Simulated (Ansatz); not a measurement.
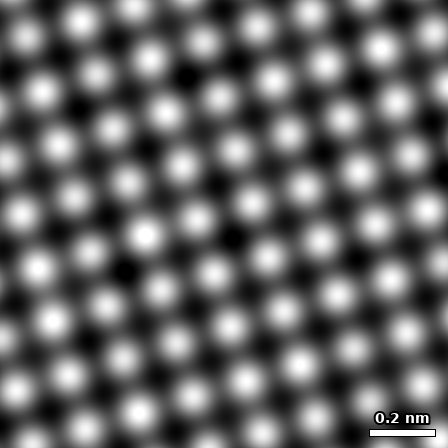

An image along [001] of one of the structures below (computed or model cells, partly hypothetical, each in its standard cell). Simulation: incoherent imaging, intensity Z^1.7 per atom, probe width 1.16 Å, thin sample. The probe carries 15 % of its weight in a tail 2.5 times as wide. The speckle of an amorphous layer was added.

A. Fe
Space group P6/mmm (No. 191). a = 4.237 Å, b = 4.237 Å, c = 2.421 Å, α = 90.00°, β = 90.00°, γ = 120.00°
```
atom  site  symmetry       x       y       z
  Fe    1a     6/mmm  0.0000  0.0000  0.0000
  Fe    2d      -6m2  0.3333  0.6667  0.5000
```

B. Fe
Space group P6/mmm (No. 191). a = 3.906 Å, b = 3.906 Å, c = 2.464 Å, α = 90.00°, β = 90.00°, γ = 120.00°
| atom | site | symmetry | x | y | z |
| --- | --- | --- | --- | --- | --- |
| Fe | 1a | 6/mmm | 0.0000 | 0.0000 | 0.0000 |
| Fe | 2d | -6m2 | 0.3333 | 0.6667 | 0.5000 |

C. Fe
Space group Fm-3m (No. 225). a = 3.497 Å, b = 3.497 Å, c = 3.497 Å, α = 90.00°, β = 90.00°, γ = 90.00°
```
atom  site  symmetry       x       y       z
  Fe    4a      m-3m  0.0000  0.0000  0.0000
```

D. Fe
Space group Pm-3m (No. 221). a = 2.329 Å, b = 2.329 Å, c = 2.329 Å, α = 90.00°, β = 90.00°, γ = 90.00°
```tsv
atom	site	symmetry	x	y	z
Fe	1a	m-3m	0.0000	0.0000	0.0000
```

Which structure was imaged?

Answer. C, Fe. Along [001] the projected cells are A 2.45 × 2.45 Å, 120°; B 2.26 × 2.26 Å, 120°; C 1.75 × 1.75 Å, 90°; D 2.33 × 2.33 Å, 90°. The image repeats as C does.

Structure C: the input geometry of a calculation; the starting structure was generated, so it need not be a known form of this composition.
